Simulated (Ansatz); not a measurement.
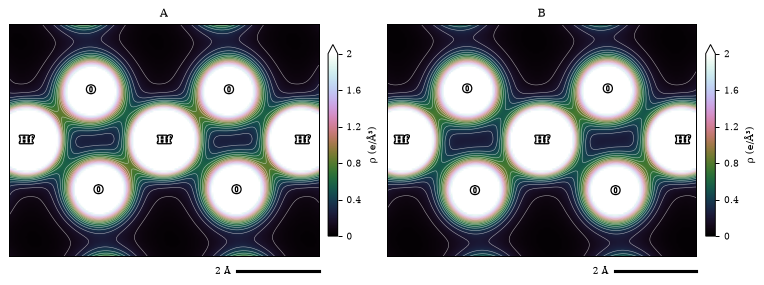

HfO2. The valence charge density (pseudo) of two cells that differ in size, on the (011̄) plane of each (indices in the axes of the calculation cell), at one length scale and on one colour scale: B has 10.4 Å³ an atom and A 9.8.

Theory: DFT PBEsol, scalar-relativistic, plane waves, PAW in Ansatz 0.2.0.

Core electrons are frozen (PAW), and the valence fields are smoothed inside the atomic spheres.

Question: What changes from the larger cell to the smaller?

Answer: From the larger cell to the smaller, Hf–O goes from 2.05 to 2.01 Å, and the density at its midpoint from 0.77 to 0.83 e/Å³; the pressure goes from 10 to 29 GPa; the Kohn–Sham gap goes from 3.8 eV to 3.9 eV.

PAW datasets: the set soft_1.
